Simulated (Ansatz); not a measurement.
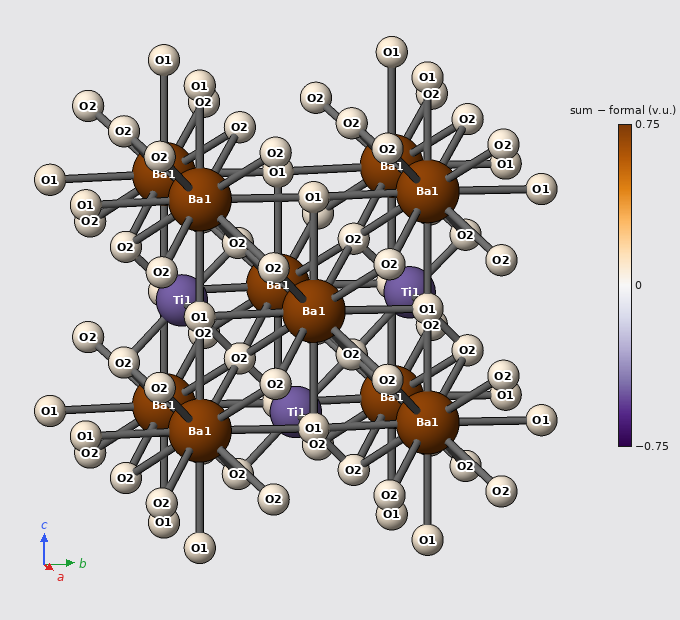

Atoms of BaTiO₃ (Amm2, No. 38) coloured by their computed bond-valence sum less the size of their formal valence (view slightly off an axis).

Bond valence s = exp((R0 − d)/b), R0 fitted to published crystal structures with b = 0.37 Å, summed over all anions within 5 Å; R0 in Å: Ba2+–O 2.279; Ti4+–O 1.801.

Source of the atomic positions: a calculation's input that goes back to an entry of the Crystallography Open Database (an earlier step may have relaxed or displaced it).

```yaml
crystal:
  lattice:
    - [3.98410, 0.00000, 0.00000]
    - [0.00000, 5.67410, 0.00000]
    - [0.00000, 0.00000, 5.69160]
  atoms:
    - { symbol: Ba, position: [0.00000, 0.00000, 0.00000] }
    - { symbol: Ti, position: [0.50000, 0.50000, 0.00790] }
    - { symbol: O, position: [0.00000, 0.50000, 0.99210] }
    - { symbol: O, position: [0.50000, 0.25440, 0.24811] }
    - { symbol: O, position: [0.50000, 0.74560, 0.24811] }
    - { symbol: Ba, position: [0.00000, 0.50000, 0.50000] }
    - { symbol: Ti, position: [0.50000, 0.00000, 0.50790] }
    - { symbol: O, position: [0.00000, 0.00000, 0.49210] }
    - { symbol: O, position: [0.50000, 0.75440, 0.74811] }
    - { symbol: O, position: [0.50000, 0.24560, 0.74811] }
```

Site labels: Ba1 at 0.000, 0.000, 0.000; Ti1 at 0.500, 0.500, 0.008; O1 at 0.000, 0.500, 0.992; O2 at 0.500, 0.254, 0.248.

> Which site departs most from its formal valence?

Ba1, whose sum is 2.70 against 2: by this sum it is overbonded.

> Give the sums of all sites.

| site | x, y, z | formal valence | bond-valence sum | difference |
| --- | --- | --- | --- | --- |
| Ba1 | 0.000, 0.000, 0.000 | +2 | 2.70 | 0.70 |
| Ti1 | 0.500, 0.500, 0.008 | +4 | 3.51 | -0.49 |
| O1 | 0.000, 0.500, 0.992 | −2 | 2.08 | 0.08 |
| O2 | 0.500, 0.254, 0.248 | −2 | 2.07 | 0.07 |

> Is the structure strained by this measure?

The global instability index (root mean square of the differences over all atoms) is 0.39 v.u.: above 0.2, which by the usual rule of thumb marks a strained structure. The cell was not relaxed for this table, and a volume that is off by a few per cent shifts all sums together.
